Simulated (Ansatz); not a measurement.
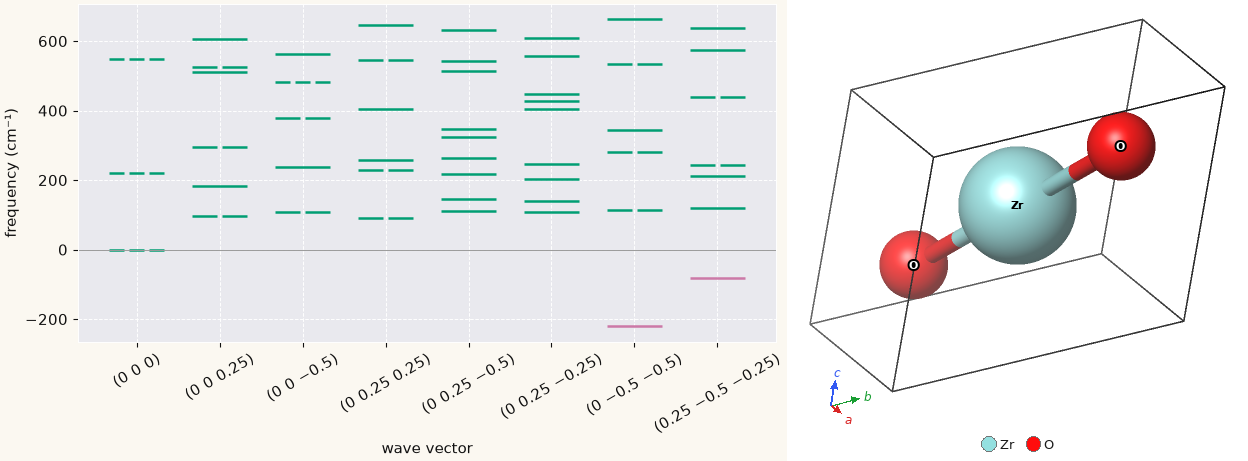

Plotted: phonon frequencies at several wave vectors (in fractions of the reciprocal vectors of the given cell) for ZrO₂, space group Fm-3m (No. 225) (cell built by us, not taken from a database). Imaginary frequencies are drawn as negative. The cell is drawn beside the plot.

Structure:
```xyz
3
Lattice="0.0000 2.5579 2.5579 2.5579 0.0000 2.5579 2.5579 2.5579 0.0000" Properties=species:S:1:pos:R:3 pbc="T T T"
Zr    2.5579    2.5579    2.5579
O     3.8369    3.8369    3.8369
O     1.2790    1.2790    1.2790
```

Calculation (Ansatz 0.2.0): harmonic phonon frequencies at the irreducible points of a q mesh with atoms at rest in the given cell, q in fractions of the reciprocal cell vectors, no long-range term at q = 0, imaginary frequencies are negative, the first points where there are many; plane waves with PAW datasets. Level: PBE, no spin polarisation.

wave cutoff 420 eV; k mesh 8×8×8; occupations fixed; pressure 0 GPa; phonon method linear response; q mesh 4×4×4.

Question: What do the frequencies say about stability?

Answer: Two modes are imaginary at (0 −0.5 −0.5) and (0.25 −0.5 −0.25), the softest at 220.4i cm⁻¹, so the structure is dynamically unstable.

Question: Where does the highest mode lie?

Answer: The highest mode among the wave vectors computed lies at 662.7 cm⁻¹, at (0 −0.5 −0.5) (at the zone centre itself the field of polar modes is left out).

Caveats: vibrations at or below zero.

The computed values:

```tsv
at	frequency (cm⁻¹)
(0 0 0)	0.0
(0 0 0)	0.0
(0 0 0)	0.0
(0 0 0)	219.6
(0 0 0)	219.6
(0 0 0)	219.6
(0 0 0)	548.7
(0 0 0)	548.7
(0 0 0)	548.7
(0 0 0.25)	96.5
(0 0 0.25)	96.5
(0 0 0.25)	183.7
(0 0 0.25)	295.2
(0 0 0.25)	295.2
(0 0 0.25)	510.5
(0 0 0.25)	524.5
(0 0 0.25)	524.5
(0 0 0.25)	607.3
(0 0 -0.5)	107.2
(0 0 -0.5)	107.2
(0 0 -0.5)	239.0
(0 0 -0.5)	378.2
(0 0 -0.5)	378.2
(0 0 -0.5)	483.5
(0 0 -0.5)	483.5
(0 0 -0.5)	493.8
(0 0 -0.5)	564.0
(0 0.25 0.25)	92.0
(0 0.25 0.25)	92.0
(0 0.25 0.25)	228.0
(0 0.25 0.25)	228.0
(0 0.25 0.25)	257.3
(0 0.25 0.25)	405.1
(0 0.25 0.25)	545.3
(0 0.25 0.25)	545.3
(0 0.25 0.25)	646.3
(0 0.25 -0.5)	109.8
(0 0.25 -0.5)	145.0
(0 0.25 -0.5)	218.4
(0 0.25 -0.5)	264.4
(0 0.25 -0.5)	323.6
(0 0.25 -0.5)	346.5
(0 0.25 -0.5)	515.1
(0 0.25 -0.5)	541.3
(0 0.25 -0.5)	630.7
(0 0.25 -0.25)	108.6
(0 0.25 -0.25)	139.3
(0 0.25 -0.25)	204.4
(0 0.25 -0.25)	247.1
(0 0.25 -0.25)	404.0
(0 0.25 -0.25)	428.4
(0 0.25 -0.25)	447.9
(0 0.25 -0.25)	558.0
(0 0.25 -0.25)	610.0
(0 -0.5 -0.5)	-220.4
(0 -0.5 -0.5)	113.8
(0 -0.5 -0.5)	113.8
(0 -0.5 -0.5)	279.7
(0 -0.5 -0.5)	279.7
(0 -0.5 -0.5)	343.3
```
(the first 60 of 72 rows)
